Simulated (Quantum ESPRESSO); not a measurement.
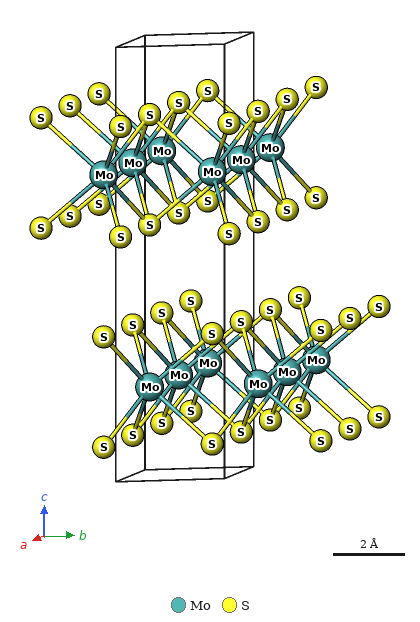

Fig. 1: The structure as given in the input (ball-and-stick view of the cell of the calculation, repeated 3 × 2 × 1, seen slightly off an axis; bonded neighbours outside the cell are drawn too). Near neighbours in the crystal (not all of them lie inside the picture): Mo has 6 S at 2.41 Å; S has 3 Mo at 2.41 Å.

## Single-point calculation, with input and output: MoS2 (part 1 of 2)

- system: MoS2 (P6₃/mmc, 6 atoms in the cell)
- method: Kohn-Sham DFT of a periodic cell, PBE, SG15 PBE 1.2, no spin polarisation (Quantum ESPRESSO 7.5)

The structure derives from an entry of the Crystallography Open Database.

Input file
```
&CONTROL
  calculation = 'scf'
  prefix = 'pwscf'
  outdir = './tmp'
  pseudo_dir = './pseudo'
  tprnfor = .true.
  tstress = .true.
  disk_io = 'nowf'
/
&SYSTEM
  ibrav = 0
  nat = 6
  ntyp = 2
  ecutwfc = 70
  nbnd = 36
  occupations = 'smearing'
  smearing = 'fd'
  degauss = 0.00367493
/
&ELECTRONS
  conv_thr = 1.2d-09
  electron_maxstep = 120
  mixing_beta = 0.5
/
ATOMIC_SPECIES
Mo    95.9500 Mo_ONCV_PBE-1.2.upf
S     32.0600 S_ONCV_PBE-1.2.upf
CELL_PARAMETERS angstrom
   3.1690000000    0.0000000000    0.0000000000
  -1.5845000000    2.7444345046    0.0000000000
   0.0000000000    0.0000000000   12.3240000000
ATOMIC_POSITIONS crystal
Mo     0.6666666667    0.3333333333    0.7500000000
Mo     0.3333333333    0.6666666667    0.2500000000
S      0.6666666667    0.3333333333    0.3770000000
S      0.3333333333    0.6666666667    0.8770000000
S      0.6666666667    0.3333333333    0.1230000000
S      0.3333333333    0.6666666667    0.6230000000
K_POINTS automatic
10 10 3 0 0 0
```

Run as:
```bash
OMP_NUM_THREADS=1 mpirun -n 2 pw.x -nk 2 -in pw.in > pw.out
```

Output
```
This program is part of the open-source Quantum ESPRESSO suite
     for quantum simulation of materials; please cite
         "P. Giannozzi et al., J. Phys.:Condens. Matter 21 395502 (2009);
         "P. Giannozzi et al., J. Phys.:Condens. Matter 29 465901 (2017);
         "P. Giannozzi et al., J. Chem. Phys. 152 154105 (2020);
          URL
     in publications or presentations arising from this work. More details at

     Message from routine setup:
     using ibrav=0 with symmetry is DISCOURAGED, use correct ibrav instead

     K-points division:     npool     =       2
     Subspace diagonalization in iterative solution of the eigenvalue problem:
     a serial algorithm will be used

     G-vector sticks info
     --------------------
     sticks:   dense  smooth     PW     G-vecs:    dense   smooth      PW
     Sum         685     685    199                57065    57065    9037

     Using Slab Decomposition

     bravais-lattice index     =            0
     lattice parameter (alat)  =       5.9885  a.u.
     unit-cell volume          =     723.3082 (a.u.)^3
     number of atoms/cell      =            6
     number of atomic types    =            2
     number of electrons       =        52.00
     number of Kohn-Sham states=           36
     kinetic-energy cutoff     =      70.0000  Ry
     charge density cutoff     =     280.0000  Ry
     scf convergence threshold =      1.2E-09
     mixing beta               =       0.5000
     number of iterations used =            8  plain     mixing
     Exchange-correlation= PBE
                           (   1   4   3   4   0   0   0)

     celldm(1)=   5.988542  celldm(2)=   0.000000  celldm(3)=   0.000000
     celldm(4)=   0.000000  celldm(5)=   0.000000  celldm(6)=   0.000000

     crystal axes: (cart. coord. in units of alat)
               a(1) = (   1.000000   0.000000   0.000000 )
               a(2) = (  -0.500000   0.866025   0.000000 )
               a(3) = (   0.000000   0.000000   3.888924 )

     reciprocal axes: (cart. coord. in units 2 pi/alat)
               b(1) = (  1.000000  0.577350 -0.000000 )
               b(2) = (  0.000000  1.154701  0.000000 )
               b(3) = (  0.000000 -0.000000  0.257141 )

     PseudoPot. # 1 for Mo read from file:
     Mo_ONCV_PBE-1.2.upf
     Pseudo is Norm-conserving, Zval = 14.0
     Generated using ONCVPSP code by D. R. Hamann
     Using radial grid of  602 points,  6 beta functions with:
                l(1) =   0
                l(2) =   0
                l(3) =   1
                l(4) =   1
                l(5) =   2
                l(6) =   2

     PseudoPot. # 2 for S  read from file:
     S_ONCV_PBE-1.2.upf
     Pseudo is Norm-conserving, Zval =  6.0
     Generated using ONCVPSP code by D. R. Hamann
     Using radial grid of  602 points,  4 beta functions with:
                l(1) =   0
                l(2) =   0
                l(3) =   1
                l(4) =   1

     atomic species   valence    mass     pseudopotential
     Mo               14.00    95.95000     Mo( 1.00)
     S                 6.00    32.06000     S ( 1.00)

     24 Sym. Ops., with inversion, found (12 have fractional translation)

   Cartesian axes

     site n.     atom                  positions (alat units)
         1        Mo     tau(   1) = (   0.5000000   0.2886751   2.9166930  )
         2        Mo     tau(   2) = (  -0.0000000   0.5773503   0.9722310  )
         3        S      tau(   3) = (   0.5000000   0.2886751   1.4661243  )
         4        S      tau(   4) = (  -0.0000000   0.5773503   3.4105863  )
         5        S      tau(   5) = (   0.5000000   0.2886751   0.4783376  )
         6        S      tau(   6) = (  -0.0000000   0.5773503   2.4227996  )

     number of k points=    28  Fermi-Dirac smearing, width (Ry)=  0.0037
                       cart. coord. in units 2pi/alat
        k(    1) = (   0.0000000   0.0000000   0.0000000), wk =   0.0066667
        k(    2) = (   0.0000000   0.0000000   0.0857135), wk =   0.0133333
        k(    3) = (   0.0000000   0.1154701   0.0000000), wk =   0.0400000
        k(    4) = (   0.0000000   0.1154701   0.0857135), wk =   0.0800000
        k(    5) = (   0.0000000   0.2309401   0.0000000), wk =   0.0400000
        k(    6) = (   0.0000000   0.2309401   0.0857135), wk =   0.0800000
        k(    7) = (   0.0000000   0.3464102   0.0000000), wk =   0.0400000
        k(    8) = (   0.0000000   0.3464102   0.0857135), wk =   0.0800000
        k(    9) = (   0.0000000   0.4618802   0.0000000), wk =   0.0400000
        k(   10) = (   0.0000000   0.4618802   0.0857135), wk =   0.0800000
        k(   11) = (   0.0000000  -0.5773503   0.0000000), wk =   0.0200000
        k(   12) = (   0.0000000  -0.5773503   0.0857135), wk =   0.0400000
        k(   13) = (   0.1000000   0.1732051   0.0000000), wk =   0.0400000
        k(   14) = (   0.1000000   0.1732051   0.0857135), wk =   0.0800000
        k(   15) = (   0.1000000   0.2886751   0.0000000), wk =   0.0800000
        k(   16) = (   0.1000000   0.2886751   0.0857135), wk =   0.1600000
        k(   17) = (   0.1000000   0.4041452   0.0000000), wk =   0.0800000
        k(   18) = (   0.1000000   0.4041452   0.0857135), wk =   0.1600000
        k(   19) = (   0.1000000   0.5196152   0.0000000), wk =   0.0800000
        k(   20) = (   0.1000000   0.5196152   0.0857135), wk =   0.1600000
        k(   21) = (   0.2000000   0.3464102   0.0000000), wk =   0.0400000
        k(   22) = (   0.2000000   0.3464102   0.0857135), wk =   0.0800000
        k(   23) = (   0.2000000   0.4618802   0.0000000), wk =   0.0800000
        k(   24) = (   0.2000000   0.4618802   0.0857135), wk =   0.1600000
        k(   25) = (   0.2000000   0.5773503   0.0000000), wk =   0.0400000
        k(   26) = (   0.2000000   0.5773503   0.0857135), wk =   0.0800000
        k(   27) = (   0.3000000   0.5196152   0.0000000), wk =   0.0400000
        k(   28) = (   0.3000000   0.5196152   0.0857135), wk =   0.0800000

     Dense  grid:    57065 G-vectors     FFT dimensions: (  32,  32, 128)

     Initial potential from superposition of free atoms

     starting charge      51.7773, renormalised to      52.0000
     Starting wfcs are random

     Self-consistent Calculation

     iteration #  1     ecut=    70.00 Ry     beta= 0.50
     Davidson diagonalization with overlap
     ethr =  1.00E-02,  avg # of iterations =  9.8

     Threshold (ethr) on eigenvalues was too large:
     Diagonalizing with lowered threshold

     Davidson diagonalization with overlap
     ethr =  3.70E-04,  avg # of iterations =  3.0

     total energy              =    -356.46137496 Ry
     estimated scf accuracy    <       0.18022424 Ry

     iteration #  2     ecut=    70.00 Ry     beta= 0.50
     Davidson diagonalization with overlap
     ethr =  3.47E-04,  avg # of iterations =  2.3

     total energy              =    -356.49279272 Ry
     estimated scf accuracy    <       0.02837689 Ry

     iteration #  3     ecut=    70.00 Ry     beta= 0.50
     Davidson diagonalization with overlap
     ethr =  5.46E-05,  avg # of iterations =  4.8

     total energy              =    -356.49409507 Ry
     estimated scf accuracy    <       0.05273092 Ry

     iteration #  4     ecut=    70.00 Ry     beta= 0.50
     Davidson diagonalization with overlap
     ethr =  5.46E-05,  avg # of iterations =  2.0

     total energy              =    -356.50144075 Ry
     estimated scf accuracy    <       0.00198632 Ry

     iteration #  5     ecut=    70.00 Ry     beta= 0.50
     Davidson diagonalization with overlap
     ethr =  3.82E-06,  avg # of iterations =  5.0

     total energy              =    -356.50158324 Ry
     estimated scf accuracy    <       0.00017531 Ry

     iteration #  6     ecut=    70.00 Ry     beta= 0.50
     Davidson diagonalization with overlap
     ethr =  3.37E-07,  avg # of iterations =  2.1

     total energy              =    -356.50161822 Ry
     estimated scf accuracy    <       0.00000487 Ry

     iteration #  7     ecut=    70.00 Ry     beta= 0.50
     Davidson diagonalization with overlap
     ethr =  9.37E-09,  avg # of iterations =  3.4

     total energy              =    -356.50161956 Ry
     estimated scf accuracy    <       0.00000065 Ry

     iteration #  8     ecut=    70.00 Ry     beta= 0.50
     Davidson diagonalization with overlap
     ethr =  1.26E-09,  avg # of iterations =  2.0

     total energy              =    -356.50161975 Ry
     estimated scf accuracy    <       0.00000002 Ry

     iteration #  9     ecut=    70.00 Ry     beta= 0.50
     Davidson diagonalization with overlap
     ethr =  4.37E-11,  avg # of iterations =  3.5

     total energy              =    -356.50161976 Ry
     estimated scf accuracy    <          2.3E-09 Ry

     iteration # 10     ecut=    70.00 Ry     beta= 0.50
     Davidson diagonalization with overlap
     ethr =  4.49E-12,  avg # of iterations =  2.7

     End of self-consistent calculation

          k = 0.0000 0.0000 0.0000 (  7077 PWs)   bands (ev):

   -50.5516 -50.5516 -24.7066 -24.7065 -24.4891 -24.4891 -24.4891 -24.4891
    -3.9944  -3.7252  -2.7824  -2.3408   4.1001   5.1326   7.4812   7.6855
     7.6855   7.6989   7.6989   8.7889   8.7889   8.8356   8.8356   9.7812
     9.8229  10.9647  13.0732  13.0732  13.1023  13.1023  13.2295  13.2295
    13.4002  13.4002  16.5371  16.6856

          k = 0.0000 0.0000 0.0857 (  7088 PWs)   bands (ev):

   -50.5516 -50.5516 -24.7066 -24.7065 -24.4891 -24.4891 -24.4891 -24.4891
    -3.9405  -3.8099  -2.6566  -2.4399   4.3062   4.8014   7.6888   7.6888
     7.6955   7.6955   7.9586   8.8006   8.8006   8.8239   8.8239   8.8909
    10.4764  10.8506  13.0748  13.0748  13.0865  13.0865  13.2805  13.2805
    13.3629  13.3629  16.5807  16.6543

          k = 0.0000 0.1155 0.0000 (  7080 PWs)   bands (ev):

   -50.5478 -50.5478 -24.6991 -24.6990 -24.5271 -24.5271 -24.4977 -24.4977
    -3.8441  -3.5773  -2.7112  -2.2883   4.2714   5.2985   7.1925   7.3543
     7.3808   7.8371   7.8585   8.2696   8.5526   8.6061   8.9341   9.8316
     9.9343  10.6713  12.9156  12.9354  12.9919  13.0525  13.1142  13.2519
    13.2998  13.3765  17.2167  17.3557

          k = 0.0000 0.1155 0.0857 (  7094 PWs)   bands (ev):

   -50.5478 -50.5478 -24.6991 -24.6991 -24.5271 -24.5271 -24.4977 -24.4977
    -3.7912  -3.6621  -2.5890  -2.3819   4.4711   4.9590   7.3568   7.3708
     7.5981   7.8422   7.8529   8.1225   8.5662   8.5929   8.9880   9.2917
    10.3669  10.6063  12.9214  12.9321  13.0274  13.0890  13.0895  13.1778
    13.3430  13.3700  17.2571  17.3262

          k = 0.0000 0.2309 0.0000 (  7120 PWs)   bands (ev):

   -50.5379 -50.5379 -24.6795 -24.6794 -24.6257 -24.6257 -24.5203 -24.5203
    -3.4250  -3.1695  -2.5123  -2.1443   4.6782   5.6195   6.6219   6.6528
     6.7789   7.3829   8.0435   8.1083   8.2424   8.2879   8.8308   9.6395
     9.7021   9.9215  12.2863  12.7040  12.8823  12.9241  13.0074  13.3195
    13.7658  13.9401  18.2897  18.6258

          k = 0.0000 0.2309 0.0857 (  7142 PWs)   bands (ev):

   -50.5379 -50.5379 -24.6795 -24.6795 -24.6257 -24.6257 -24.5203 -24.5203
    -3.3757  -3.2531  -2.4014  -2.2227   4.8503   5.2859   6.6496   6.6848
     7.0117   7.3059   8.0570   8.0886   8.2573   8.2792   8.9341   9.2722
     9.8766   9.9212  12.4325  12.7023  12.7523  12.8609  13.1360  13.2668
    13.8177  13.9034  18.3622  18.5336

          k = 0.0000 0.3464 0.0000 (  7150 PWs)   bands (ev):
```
